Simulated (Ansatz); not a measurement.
**MoTe₂: geometry relaxation**

The run: geometry relaxation of MoTe₂ (slab, 6 atoms in the cell). Method and program: DFT, PBE, dispersion d3bj, plane waves, PAW, PAW set soft_1 (Ansatz 0.2.0).

The structure derives from an entry of the Crystallography Open Database. The input holds or restrains some coordinates. Forces given for the steps count only the free coordinates.

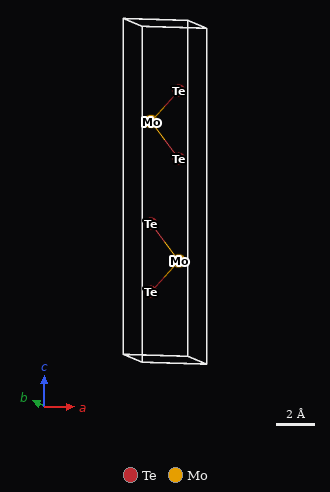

Figure 1. The starting structure (ball-and-stick view of the cell of the calculation, with the vacuum cut short, seen slightly off an axis). An atom can appear more than once, as a periodic image.

### Input file
```yaml
crystal:
  lattice:
    - [3.5038817003, 0.0, 0.0]
    - [-1.7519408501, 3.0344505643, 0.0]
    - [0.0, 0.0, 24.767719909]
  atoms:
    - { symbol: Te, position: [0.3333333333, 0.6666666667, 0.1816881011] }
    - { symbol: Mo, position: [0.6666666667, 0.3333333333, 0.2550123525] }
    - { symbol: Te, position: [0.3333333333, 0.6666666667, 0.3283368177] }
    - { symbol: Te, position: [0.6666666667, 1.3333333333, 0.4746335819] }
    - { symbol: Mo, position: [0.3333333333, 1.6666666667, 0.547952652] }
    - { symbol: Te, position: [0.6666666667, 1.3333333333, 0.6212759809] }
basis:
  ecutwfc: 420
kpoints:
  mp_grid: { grid: [9, 9, 1] }
hamiltonian:
  xc: pbe
  pseudopotentials: { kind: paw, azcp: { folder: soft_1 } }
  dispersion: d3bj
scf:
  occupations: { method: gaussian, width: 0.05 }
  NELM: 400
  max_iter: 50
output:
  forces: true
  eigenvalues: true
relax:
  adjacent_minimum: "off"
  f_tol: 0.003
  max_steps: 20
  constraints: [{ site: 0 }, { sites: [1, 2, 3, 4, 5], fix: xy }]
efield:
  axis: 3
  dipole_correction: true
  ramp_width: 0.04
```

Hardware: 1 thread of Intel Xeon (Sapphire Rapids), 32 GiB of memory available, shared host.

Run as:
```bash
ansatz run input.yaml --threads 1 --pin off --max-ram 3072MiB --backend cpu --events-out ev --progress --plain --runs-dir out
```

### Output
```
Error: YAML parse error: error: line 23 column 3: unknown field `NELM`, expected one of max_iter, algorithm, n_extra_bands, self_checks, convergence, lower_state_search, omitted_lower_state_checks, lower_solution_reach, mixing, occupations, eigensolver, initial_density, exx
  --> <input>:23:3
   |
21 | scf:
22 |   occupations: { method: gaussian, width: 0.05 }
23 |   NELM: 400
   |   ^ unknown field `NELM`, expected one of max_iter, algorithm, n_extra_bands, self_checks, convergence, lower_state_search, omitted_lower_state_checks, lower_solution_reach, mixing, occupations, eigensolver, initial_density, exx
24 |   max_iter: 50
25 | output:
   |
```

### Outcome

- outcome: refused by the program

### What went wrong

A setting was made wrong on purpose: a keyword of another program (`scf.NELM`). The program refused the input: “YAML parse error: error: line 23 column 3: unknown field `NELM`, expected one of max_iter, algorithm, n_extra_bands, self_checks, convergence, lower_state_search, omitted_lower_state_checks, lower_solution_reach, mixing, occupations, eigensolver, initial_density, exx --> <input>:23:3 | 21 | scf: 22 | occupations: { …”
